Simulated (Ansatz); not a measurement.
Consider TiPbO3.

```cif
data_structure
_symmetry_space_group_name_H-M 'P 1'
_symmetry_Int_Tables_number 1
_cell_length_a 3.9665
_cell_length_b 3.9665
_cell_length_c 3.9665
_cell_angle_alpha 90.000
_cell_angle_beta 90.000
_cell_angle_gamma 90.000
_cell_volume 62.41
loop_
_atom_site_label
_atom_site_type_symbol
_atom_site_fract_x
_atom_site_fract_y
_atom_site_fract_z
_atom_site_occupancy
Ti1 Ti 0.50000 0.50000 0.50000 1
Pb1 Pb 0.00000 0.00000 0.00000 1
O1 O 0.00000 0.50000 0.50000 1
O2 O 0.50000 0.00000 0.50000 1
O3 O 0.50000 0.50000 0.00000 1
```

Space group Pm-3m; computed without spin polarisation.

Method: DFT PBE, scalar-relativistic, plane waves, PAW in Ansatz 0.2.0.

> What will maps of the valence pseudo-density and electron localisation function show?

Ti–O (1.98 Å): ρ is about 0.66 e/Å³ halfway; the ELF peaks at about 0.85 in the valence shell of O, 0.6 Å from its nucleus, and is about 0.20 at the midpoint: no localised pair shows between them.
Pb–O (2.80 Å): ρ at the midpoint is about 0.18 e/Å³; the ELF is about 0.10 at the midpoint: no shared electron pair shows on this line.

> Does the calculation make it a metal, or give it a gap?

It is gapped, with a Kohn–Sham gap of 1.7 eV on the k-point mesh, an upper bound to the gap of this method.

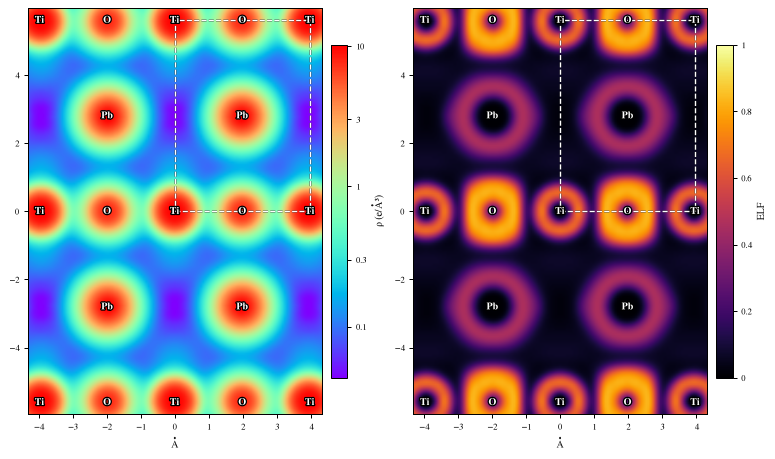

Computed valence pseudo-density and electron localisation function on the (11̄0) plane of the conventional cell, in this order. 

The density is the valence pseudo-density of a PAW calculation; it isn't the true density close to the nuclei.
